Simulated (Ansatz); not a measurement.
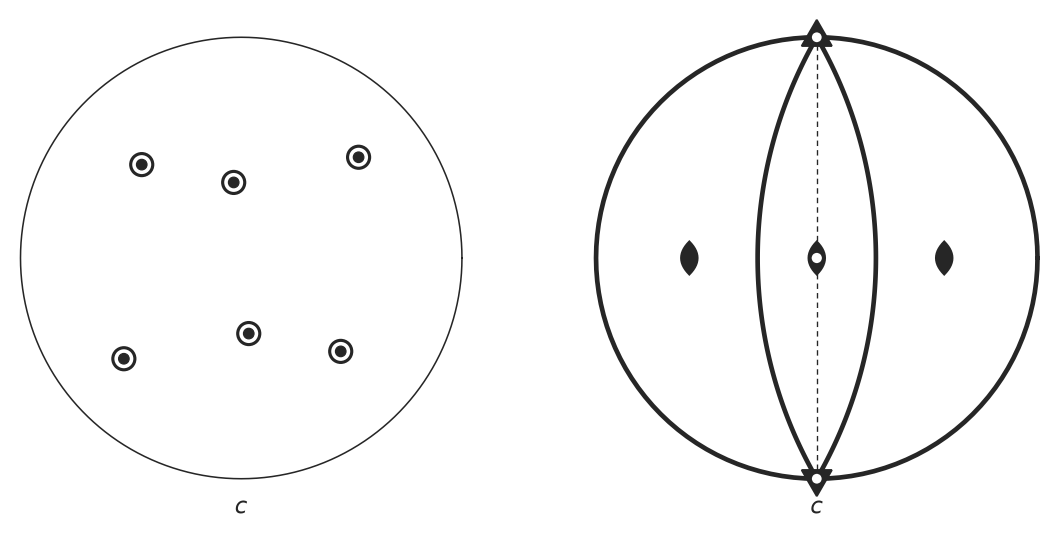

Stereographic projection: filled dots lie in the upper hemisphere, open rings in the lower; heavy lines are mirror planes (a heavy rim: a mirror in the plane of the page); lens, triangle, square and hexagon are 2-, 3-, 4- and 6-fold axes, a lens in an open square is −4, a triangle in an open hexagon −6; thin dashed diameters join the ends of axes that lie in the page; a small open circle marks inversion. The b axis points at the viewer. Left: one general form; right: the symmetry elements. Computed from the symmetry operations of a computed or model structure of composition Al3Ni2.

### Identify the point group and its elements.

-3m (D3d), order 12, trigonal system: one threefold axis, three twofold axes, three mirror planes, an inversion centre.

### Can such a crystal be piezoelectric, pyroelectric or chiral?

It is centrosymmetric, so neither piezoelectric nor pyroelectric; it is not chiral.
